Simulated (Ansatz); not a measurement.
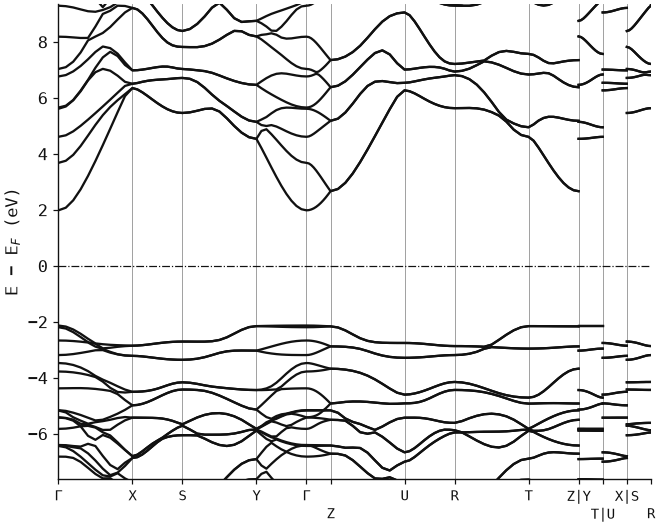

Band structure. Energies are counted from the Fermi level.

Question: What lattice type does the k path imply?

Answer: A primitive orthorhombic lattice: the path Γ–X–S–Y–Γ–Z–U–R–T–Z|Y–T|U–X|S–R runs through the special points of its Brillouin zone.

System: Al₂O₃, space group Pnnm, 10 atoms in the cell; a = 4.61 Å, b = 9.56 Å, c = 3.12 Å, α = 90.00°, β = 90.00°, γ = 90.00°.

Method: r2SCAN, Ansatz PAW, no spin polarisation, no spin-orbit coupling, 6×3×9 k mesh, 500 eV cutoff (Ansatz).

Question: Read off the fundamental gap and say whether it is direct.

Answer: The bands leave a gap. The gap along this path is 4.12 eV and direct: both edges lie at Γ. At Y the top valence band lies only 0.02 eV lower.

Question: How much do the top valence band and the lowest conduction band disperse along the path?

Answer: The top valence band spans 0.8 eV and the lowest conduction band 4.4 eV.

Question: How many bands meet at the valence-band top?

Answer: The top valence level at Γ is a single band, not degenerate (spin aside). The next level lies only 0.06 eV lower.

Question: What are the direct gaps at U, T and Γ?

Answer: The direct gaps are 9.03 eV at U, 6.76 eV at T and 4.12 eV at Γ.

The PAW data sets were made with another functional. LDA, GGA and most meta-GGA functionals understate gaps. The cell is at −4 GPa in this functional. The usual form of Al2O3 is corundum. In reduced coordinates of the cell that was run, X is (0, 0, 0.5), S is (0.5, 0, 0.5), Y is (0.5, 0, 0), Z is (0, 0.5, 0), U is (0, 0.5, 0.5), R is (0.5, 0.5, 0.5) and T is (0.5, 0.5, 0).
